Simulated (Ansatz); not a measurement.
## What a change does: geometry relaxation on GaAs

System: GaAs (F-43m, 2 atoms in the cell).
Method of the first run: DFT LDA, scalar-relativistic, plane waves, PAW, no spin polarisation (Ansatz 0.2.0).

The structure derives from a Materials Project entry. Text and figures count atoms from 1; the logs count them from 0 in places.

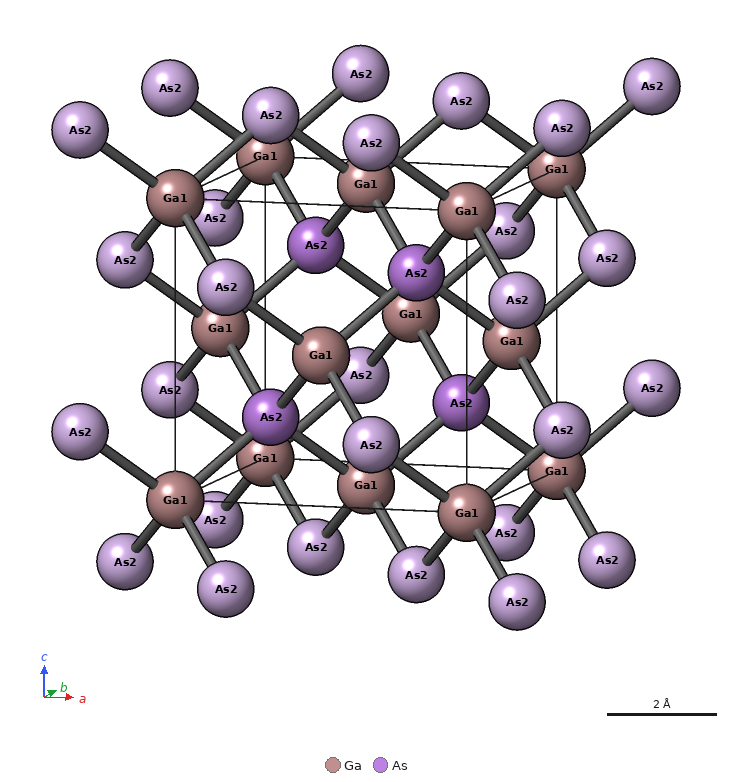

The structure as given in the input (ball-and-stick view of the cell 4 times as large as that of the calculation, set on its symmetry axes, seen slightly off an axis; neighbours outside the cell are drawn fainter; atoms are numbered from 1 in the order of the input).

## The input, the first run
```yaml
crystal:
  lattice:
    - [0.0, 2.8016907859, 2.8016907859]
    - [2.8016907859, 0.0, 2.8016907859]
    - [2.8016907859, 2.8016907859, 0.0]
  atoms:
    - { symbol: Ga, position: [0.0, 0.0, 0.0] }
    - { symbol: As, position: [0.75, 0.75, 0.75] }
basis:
  ecutwfc: 420
kpoints:
  mp_grid: { grid: [12, 12, 12] }
hamiltonian:
  xc: lda
scf:
  occupations: { method: gaussian, width: 0.02 }
output:
  forces: true
  stress: true
  eigenvalues: true
relax:
  adjacent_minimum: "off"
  f_tol: 0.005
  max_steps: 80
  cell: { stress_tol: 0.05 }
```

Launched with:
```bash
ansatz run input.yaml --threads 4 --pin off --max-ram 8192MiB --backend cpu --events-out ev --progress --plain --runs-dir out
```

Hardware: 4 threads of Intel Xeon @ 2.10GHz (Emerald Rapids), 189 GiB of memory available, shared host.

## Output, shortened to warnings, some set-up lines, iterations and results (the first run)
```
Basis set: ecut = 420 eV, 869 PW (Γ)
Symmetry: 24 space group operations
k-points: 72 of 1728 (time reversal used)
Initial density: superposition of atomic densities (neutral atoms: chi_scale 0, normalization atom), corrected by the library's trained network
[...]
SCF iter   1: F=—  HF=-8481.300562 eV  |F-HF|=—  |Δ(HF+E_count)|=         —  Δρ=5.23e-3  dr2=7.73e-3  ethr=1.77e-3  ⟨swp⟩=6.0  Hψ=6131  notcnv=0
SCF iter   2: F=—  HF=-8481.297704 eV  |F-HF|=—  |Δ(HF+E_count)|=   2.86e-3  Δρ=2.55e-3  dr2=1.06e-3  ethr=2.76e-5  ⟨swp⟩=2.5  Hψ=2751  notcnv=0
SCF iter   3: F=—  HF=-8481.297638 eV  |F-HF|=—  |Δ(HF+E_count)|=   6.56e-5  Δρ=6.99e-4  dr2=1.81e-4  ethr=3.78e-6  ⟨swp⟩=2.0  Hψ=2222  notcnv=0
SCF iter   4: F=—  HF=-8481.297565 eV  |F-HF|=—  |Δ(HF+E_count)|=   7.28e-5  Δρ=2.64e-4  dr2=1.35e-5  ethr=6.47e-7  ⟨swp⟩=2.0  Hψ=1956  notcnv=0
SCF iter   5: F=—  HF=-8481.297563 eV  |F-HF|=—  |Δ(HF+E_count)|=   1.87e-6  Δρ=1.51e-5  dr2=1.00e-7  ethr=4.84e-8  ⟨swp⟩=2.1  Hψ=1742  notcnv=0
[...]
SCF 1 converged in 6 iterations: F = -8481.297563 eV  dr2 = 4.65e-9
[...]
SCF iter   3: F=—  HF=-8481.297563 eV  |F-HF|=—  |Δ(HF+E_count)|=  3.62e-10  Δρ=1.00e-6  dr2=2.42e-10  ethr=4.01e-12  ⟨swp⟩=3.0  Hψ=2296  notcnv=0
SCF iter   4: F=—  HF=-8481.297563 eV  |F-HF|=—  |Δ(HF+E_count)|=  1.46e-11  Δρ=3.49e-7  dr2=3.49e-11  ethr=1.00e-12  ⟨swp⟩=1.8  Hψ=1396  notcnv=0
SCF iter   5: F=-8481.297563 eV  HF=-8481.297563 eV  |F-HF|=3.64e-12  |Δ(HF+E_count)|=  5.46e-12  Δρ=8.82e-8  dr2=2.26e-12  ethr=1.00e-12  ⟨swp⟩=5.0  Hψ=5547  notcnv=0
SCF 2 converged in 5 iterations: F = -8481.297563 eV  dr2 = 2.26e-12
relax step   2: F+E_penalty+E_count = -8481.29756326 eV  Δ(F+E_penalty+E_count) = -2.430e-9 eV  max|allowed force component| = 1.203e-16 eV/Å  Δτ_max = 0.0000 Å  P = -0.006 …
basis re-selected at this cell: Δ(F+E_penalty+E_count) = -2.430e-9 eV, ΔP = +0.000 GPa vs the last step (what re-selecting the basis moved, of the pressure what is left beyond the Pulay correction that the steps carried, after the strain that the cell walked since its last selection, with what the …
SCF converged after 5 iterations
Free energy (F): -8481.297563 eV
Harris-Foulkes:  -8481.297563 eV  (|F-HF|=3.64e-12)
Internal energy: -8481.297563 eV  (E = F + TS)
E sigma→0 (E₀):  -8481.297563 eV
Fermi energy:    8.481511 eV
--- Per-component energies (eV) ---
  E_band       = -315.035856
  E_kinetic    = 220.937655
  E_local      = -3887.743031  (includes V_loc(G=0)·N_el)
  E_nonlocal   = -238.592256
  E_hartree    = 1958.217676
  E_xc         = -148.328579
  E_vxc        = -138.914590  (∫ρ·V_xc dr)
  E_paw        = -3666.630239  (= ΣΔE_a)
  E_vpaw       = -187.158984  (= ΣTr[D̂ρ^β])
  E_aug_tail   = -0.000107  (compensation charges beyond the density's cutoff)
  E_ewald      = -2722.962392
  E_core_change = 3.803710  (= ΣΔE_core)
  E_smearing   = -0.000000  (= −TS)
  E_closure    = 0.000000  (closes the sum)
  Σ components = -8481.297563   (vs F -8481.297563, Δ=0.00e0)
--- Forces (eV/Å), atoms counted from 1 ---
  atom   1  Ga    -0.00000000    -0.00000000     0.00000000
  atom   2  As     0.00000000     0.00000000     0.00000000
  max |Σ_I F_I| component: 2.04e-16 eV/Å
--- Stress (GPa, compression-positive) ---
       -0.005674       0.000000      -0.000000
       -0.000000      -0.005674       0.000000
       -0.000000       0.000000      -0.005674
  P = ⅓ Tr σ = -0.0057 GPa (-0.057 kbar)
--- Relaxed structure (1 steps of the walk, 1 accepted, 1 SCFs on fresh bases) ---
  F+E_penalty+E_count = -8481.29756326 eV   max|allowed force component| = 1.203e-16 eV/Å   (the final SCF, on the basis selected at the relaxed cell)
  cell:  # Å, volume = 43.9836 Å³
    - [0.0, 2.8016907859, 2.8016907859]
    - [2.8016907859, 0.0, 2.8016907859]
    - [2.8016907859, 2.8016907859, 0.0]
  atoms:
    - { symbol: Ga, position: [0.0, 0.0, 0.0] }
    - { symbol: As, position: [0.75, 0.75, 0.75] }
```

The input of the second run differs as follows (lines with − go, lines with + come):
```diff
-basis:
-  ecutwfc: 420
```

How does the second run compare with the first run?

The energy doesn't change within 0.01 meV per atom. The number of SCF iterations is the same.

## Output, shortened to warnings, some set-up lines, iterations and results (the second run)
```
Basis set: ecut = 420 eV, 869 PW (Γ)
Symmetry: 24 space group operations
k-points: 72 of 1728 (time reversal used)
Initial density: superposition of atomic densities (neutral atoms: chi_scale 0, normalization atom), corrected by the library's trained network
[...]
SCF iter   1: F=—  HF=-8481.300562 eV  |F-HF|=—  |Δ(HF+E_count)|=         —  Δρ=5.23e-3  dr2=7.73e-3  ethr=1.77e-3  ⟨swp⟩=6.0  Hψ=6131  notcnv=0
SCF iter   2: F=—  HF=-8481.297704 eV  |F-HF|=—  |Δ(HF+E_count)|=   2.86e-3  Δρ=2.55e-3  dr2=1.06e-3  ethr=2.76e-5  ⟨swp⟩=2.5  Hψ=2751  notcnv=0
SCF iter   3: F=—  HF=-8481.297638 eV  |F-HF|=—  |Δ(HF+E_count)|=   6.56e-5  Δρ=6.99e-4  dr2=1.81e-4  ethr=3.78e-6  ⟨swp⟩=2.0  Hψ=2222  notcnv=0
SCF iter   4: F=—  HF=-8481.297565 eV  |F-HF|=—  |Δ(HF+E_count)|=   7.28e-5  Δρ=2.64e-4  dr2=1.35e-5  ethr=6.47e-7  ⟨swp⟩=2.0  Hψ=1956  notcnv=0
SCF iter   5: F=—  HF=-8481.297563 eV  |F-HF|=—  |Δ(HF+E_count)|=   1.87e-6  Δρ=1.51e-5  dr2=1.00e-7  ethr=4.84e-8  ⟨swp⟩=2.1  Hψ=1742  notcnv=0
[...]
SCF 1 converged in 6 iterations: F = -8481.297563 eV  dr2 = 4.65e-9
[...]
SCF iter   3: F=—  HF=-8481.297563 eV  |F-HF|=—  |Δ(HF+E_count)|=  3.62e-10  Δρ=1.00e-6  dr2=2.42e-10  ethr=4.01e-12  ⟨swp⟩=3.0  Hψ=2296  notcnv=0
SCF iter   4: F=—  HF=-8481.297563 eV  |F-HF|=—  |Δ(HF+E_count)|=  1.46e-11  Δρ=3.49e-7  dr2=3.49e-11  ethr=1.00e-12  ⟨swp⟩=1.8  Hψ=1396  notcnv=0
SCF iter   5: F=-8481.297563 eV  HF=-8481.297563 eV  |F-HF|=3.64e-12  |Δ(HF+E_count)|=  5.46e-12  Δρ=8.82e-8  dr2=2.26e-12  ethr=1.00e-12  ⟨swp⟩=5.0  Hψ=5547  notcnv=0
SCF 2 converged in 5 iterations: F = -8481.297563 eV  dr2 = 2.26e-12
relax step   2: F+E_penalty+E_count = -8481.29756326 eV  Δ(F+E_penalty+E_count) = -2.430e-9 eV  max|allowed force component| = 1.203e-16 eV/Å  Δτ_max = 0.0000 Å  P = -0.006 …
basis re-selected at this cell: Δ(F+E_penalty+E_count) = -2.430e-9 eV, ΔP = +0.000 GPa vs the last step (what re-selecting the basis moved, of the pressure what is left beyond the Pulay correction that the steps carried, after the strain that the cell walked since its last selection, with what the …
SCF converged after 5 iterations
Free energy (F): -8481.297563 eV
Harris-Foulkes:  -8481.297563 eV  (|F-HF|=3.64e-12)
Internal energy: -8481.297563 eV  (E = F + TS)
E sigma→0 (E₀):  -8481.297563 eV
Fermi energy:    8.481511 eV
--- Per-component energies (eV) ---
  E_band       = -315.035856
  E_kinetic    = 220.937655
  E_local      = -3887.743031  (includes V_loc(G=0)·N_el)
  E_nonlocal   = -238.592256
  E_hartree    = 1958.217676
  E_xc         = -148.328579
  E_vxc        = -138.914590  (∫ρ·V_xc dr)
  E_paw        = -3666.630239  (= ΣΔE_a)
  E_vpaw       = -187.158984  (= ΣTr[D̂ρ^β])
  E_aug_tail   = -0.000107  (compensation charges beyond the density's cutoff)
  E_ewald      = -2722.962392
  E_core_change = 3.803710  (= ΣΔE_core)
  E_smearing   = -0.000000  (= −TS)
  E_closure    = 0.000000  (closes the sum)
  Σ components = -8481.297563   (vs F -8481.297563, Δ=0.00e0)
--- Forces (eV/Å), atoms counted from 1 ---
  atom   1  Ga    -0.00000000    -0.00000000     0.00000000
  atom   2  As     0.00000000     0.00000000     0.00000000
  max |Σ_I F_I| component: 2.04e-16 eV/Å
--- Stress (GPa, compression-positive) ---
       -0.005674       0.000000      -0.000000
       -0.000000      -0.005674       0.000000
       -0.000000       0.000000      -0.005674
  P = ⅓ Tr σ = -0.0057 GPa (-0.057 kbar)
--- Relaxed structure (1 steps of the walk, 1 accepted, 1 SCFs on fresh bases) ---
  F+E_penalty+E_count = -8481.29756326 eV   max|allowed force component| = 1.203e-16 eV/Å   (the final SCF, on the basis selected at the relaxed cell)
  cell:  # Å, volume = 43.9836 Å³
    - [0.0, 2.8016907859, 2.8016907859]
    - [2.8016907859, 0.0, 2.8016907859]
    - [2.8016907859, 2.8016907859, 0.0]
  atoms:
    - { symbol: Ga, position: [0.0, 0.0, 0.0] }
    - { symbol: As, position: [0.75, 0.75, 0.75] }
```

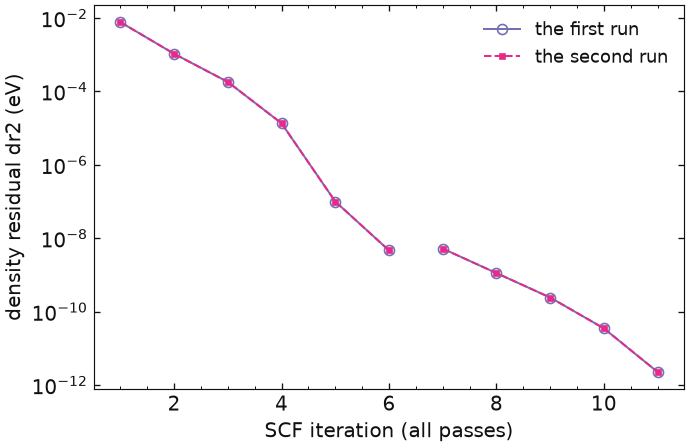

Convergence of the two runs: density residual dr2 against the SCF iteration. A break in a curve parts two SCF passes. The first run takes 11 iterations in all, and the second run takes 11.

## The two runs side by side

| quantity | the first run | the second run |
| --- | --- | --- |
| outcome | converged | converged |
| free energy per atom (eV) | −4240.6488 | −4240.6488 |
| gap on the mesh (eV) | 0.49 | 0.49 |
| pressure (GPa) | −0.01 | −0.01 |
| largest force (eV/Å) | 0.000 | 0.000 |
| SCF iterations | 11 | 11 |
| irreducible k-points | 72 | 72 |
| wall time (shared host) | 3.8 s | 3.9 s |
